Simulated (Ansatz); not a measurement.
Given this structure:

```cif
data_structure
_symmetry_space_group_name_H-M 'P m -3 m'
_symmetry_Int_Tables_number 221
_cell_length_a 2.8929
_cell_length_b 2.8929
_cell_length_c 2.8929
_cell_angle_alpha 90.000
_cell_angle_beta 90.000
_cell_angle_gamma 90.000
_cell_volume 24.21
loop_
_atom_site_label
_atom_site_type_symbol
_atom_site_symmetry_multiplicity
_atom_site_Wyckoff_symbol
_atom_site_fract_x
_atom_site_fract_y
_atom_site_fract_z
_atom_site_occupancy
Al1 Al 1 a 0.00000 0.00000 0.00000 1
Ni1 Ni 1 b 0.50000 0.50000 0.50000 1
```

Q: Interpret the file: composition, symmetry and coordination.

A: The solid is AlNi. Within 0.01 Å the space group is Pm-3m (No. 221), primitive cubic: caesium chloride (CsCl, B2) type. With Z = 1, the cell contains 1 Al, 1 Ni. The neighbours of Al are eight Ni in a cubic arrangement at 2.51 Å. Around each Ni lie eight Al in a cubic arrangement at 2.51 Å. The bonds build a three-dimensional framework.

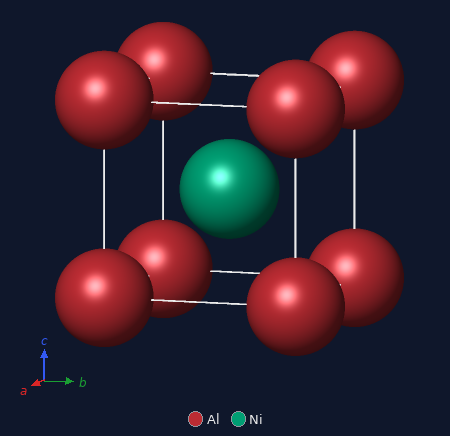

The crystal in a spheres-only representation, seen slightly off an axis. The unit cell is outlined; an atom on or near a face, edge or corner is repeated at each equivalent position. Colours: aluminium red, nickel teal.

The structure was taken from a structure listed in the Materials Project. The final geometry of a relaxation with DFT PBE, scalar-relativistic, plane waves, PAW (Ansatz 0.2.0) is shown.
